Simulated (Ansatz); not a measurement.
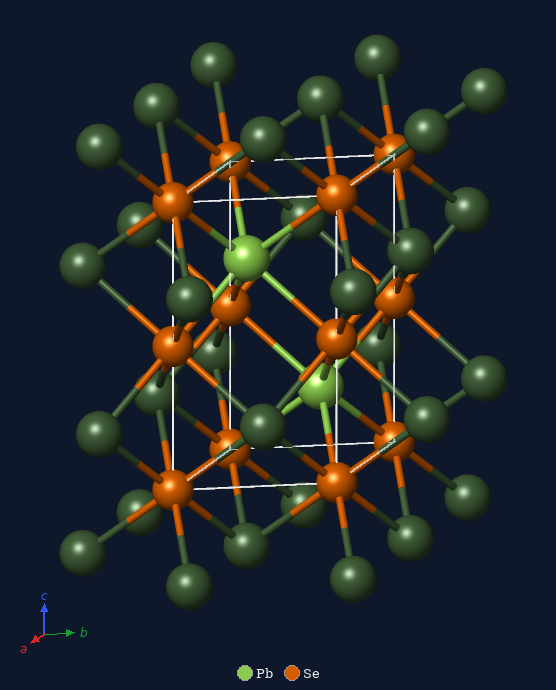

We look at a ball-and-stick model of the crystal slightly off an axis. One conventional unit cell is framed, with atoms on its boundary repeated. Atoms of adjacent cells appear where they bond to atoms in the box, in fainter colours.

PbSe, anti-NiAs type, space group P6_3/mmc (No. 194), a = 4.271 Å, b = 4.271 Å, c = 7.644 Å, α = 90.00°, β = 90.00°, γ = 120.00°. The initial geometry was a structure type filled with these elements by a generator (whether the compound takes this form wasn't checked). Earlier steps of the study, as a rule a relaxation of our own, may have changed the cell and positions, so they can lie some per cent off the listed ones. It was run through Ansatz as a DFT input.

This one geometry was computed with Ansatz (DFT, plane waves, PAW) at four levels of theory: PBE with spin-orbit coupling, LDA, PBEsol and r2SCAN.

Which level gives the highest pressure at this volume, and what does that say about its equilibrium volume?

Highest: PBE with spin-orbit coupling (-0.2 GPa), which points to the largest equilibrium volume. Lowest, with the smallest volume: LDA (-4.1 GPa). Levels within 0.5 GPa of each other can't be told apart.

How does the band gap change with the level of theory?

PBE with spin-orbit coupling: a metal; LDA: a gap of 0.11 eV on the k-mesh; PBEsol: a gap of 0.13 eV on the k-mesh; r2SCAN: a gap of 0.43 eV on the k-mesh.

Collect the results in a table.

| level | cutoff (eV) | k-mesh of the run's cell | gap (eV) | pressure (GPa) |
| --- | --- | --- | --- | --- |
| PBE with spin-orbit coupling | 420 | 8×8×6 | metal | -0.2 |
| LDA | 420 | 8×8×6 | 0.11 | -4.1 |
| PBEsol | 420 | 8×8×6 | 0.13 | -2.6 |
| r2SCAN | 500 | 8×8×6 | 0.43 | -0.9 |

Gaps are taken on the k-mesh or band path of each run.
